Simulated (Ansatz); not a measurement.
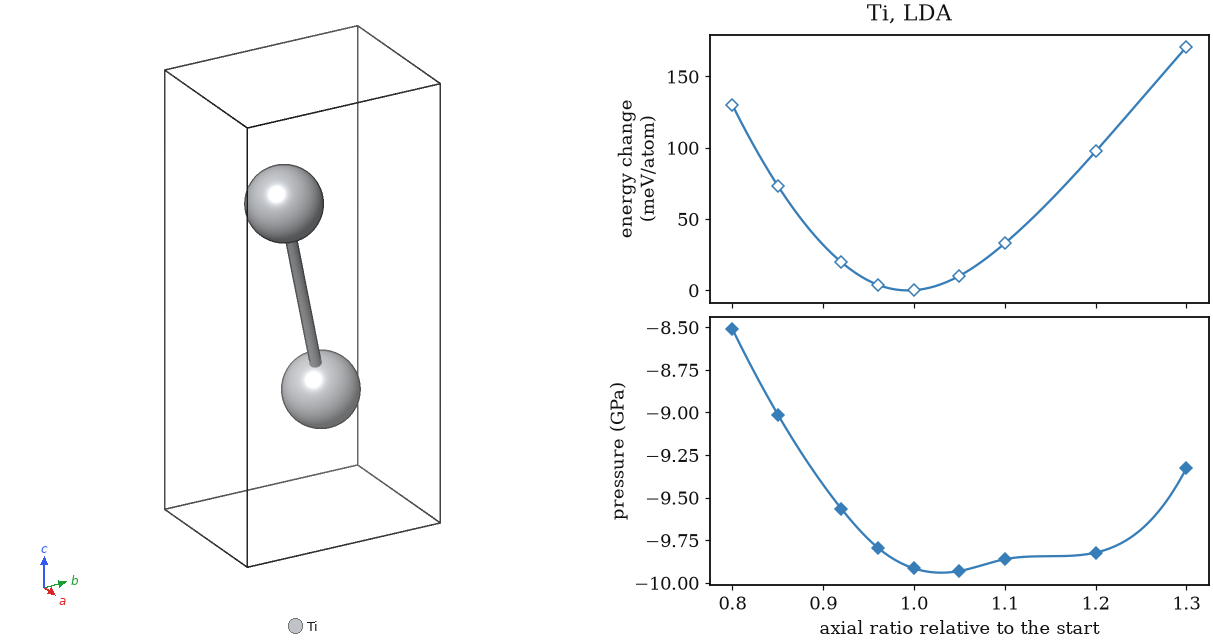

Method: deformation of a crystal at fixed volume, lengths along the axis scaled against those across it, fractional coordinates fixed, by plane-wave density functional theory with PAW datasets, free energies less that of the undisturbed cell, pressure positive in compression; scalar-relativistic (Ansatz 0.2.0). Level: LDA, no spin polarisation.

wave cutoff 420 eV; k mesh 21×21×12; occupations Gaussian; smearing width 0.15 eV; k shift (0, 0, 0) (mesh steps); start as given; path axial; axis direction (0, 0, 1) (Cartesian unit vector).

The given structure:
```xyz
2
Lattice="2.9500 0.0000 0.0000 -1.4750 2.5548 0.0000 0.0000 0.0000 4.6860" Properties=species:S:1:pos:R:3 pbc="T T T"
Ti    0.0000    1.7032    1.1715
Ti    1.4750    0.8516    3.5145
```

Energy change and pressure against relative axial ratio for Ti, space group P6_3/mmc (No. 194). The cell is drawn beside the plot.

The energy change is 130 meV/atom at relative axial ratio 0.80 and 171 meV/atom at 1.30; the lowest computed point is at relative axial ratio 1.00 (0 meV/atom), and no other minimum shows. The pressure goes from −8.512 GPa at relative axial ratio 0.80 to −9.328 GPa at 1.30, not monotonically, with a low of −9.931 GPa at 1.05.

Note: reference crystal is not relaxed; shape and atomic fractions are frozen while scaling, which makes layered, chain and framework solids too stiff.
